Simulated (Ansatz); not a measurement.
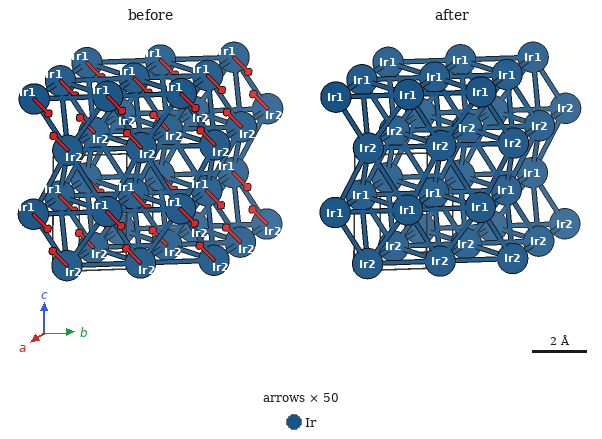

The structure of solid Ir (set up in P-1) before (left) and after (right) a relaxation, at one scale. The red arrows give the displacements (the part carried along by the change of the cell is left out), magnified 50 times.

Style: ball-and-stick. Shown: the cell of the calculation, repeated 3 × 3 × 2 with one cell outlined, slightly off an axis.

Case: all atoms moved at random, sigma 0.05 Å for each component, cell strained at random, sigma 0.01; relaxed back.

The calculation used DFT PBE, scalar-relativistic, plane waves, PAW (Ansatz).

Input
```yaml
crystal:
  lattice:
    - [2.7576401357, -0.0070894571, -0.0268419873]
    - [-1.3849597178, 2.4128247988, 0.0060639188]
    - [-0.0434974853, -0.0137665154, 4.4449879172]
  atoms:
    - { symbol: Ir, position: [0.6742345053, 0.3311476347, 0.75431845] }
    - { symbol: Ir, position: [0.3257654947, 0.6688523653, 0.24568155] }
basis:
  ecutwfc: 420
kpoints:
  mp_grid: { grid: [12, 12, 8] }
hamiltonian:
  xc: pbe
scf:
  occupations: { method: gaussian, width: 0.15 }
output:
  forces: true
  stress: true
  eigenvalues: true
relax:
  adjacent_minimum: "off"
  f_tol: 0.01
  max_steps: 80
  cell: { stress_tol: 0.1 }
```

Launched with:
```bash
ansatz run input.yaml --threads 1 --pin off --max-ram 2560MiB --backend cpu --events-out ev --progress --plain --runs-dir out
```

Q: Summarise the run.

A: The energy falls by 15.9 meV per atom in 3 accepted moves (5 points after the start). The largest force component goes from 0.54 to under 0.0001 eV/Å. The pressure goes from −3.93 to 0.01 GPa. The line search rejected the trial step at point 1 of the run. At 1 point the geometry stayed and the basis and grid were re-selected for the new cell (energy shift of 0.1 meV per atom at most each time). The largest moves relative to the cell, 0.031 Å, are those of Ir1 and Ir2. Ir1 goes along [−3 1 −2]. Cell: a 2.758 → 2.745 Å (−0.5 %), b 2.782 → 2.745 Å (−1.3 %), c 4.445 → 4.462 Å (+0.4 %), α 89.7° → 90.0°, β 91.1° → 90.0°. Volume −1.4 %. Some distances before and after: Ir1–Ir2 2.657 → 2.737 Å, Ir1–Ir2 (another image) 2.778 → 2.737 Å, Ir1–Ir1 2.782 → 2.745 Å, Ir1–Ir2 (another image) 2.714 → 2.737 Å. The space group (tolerance 0.01 Å) goes from P-1 (No. 2) to P6_3/mmc (No. 194). Cost: 120 s on 1 thread of Arm Neoverse V1, on a shared host, peak memory 0.56 GiB.
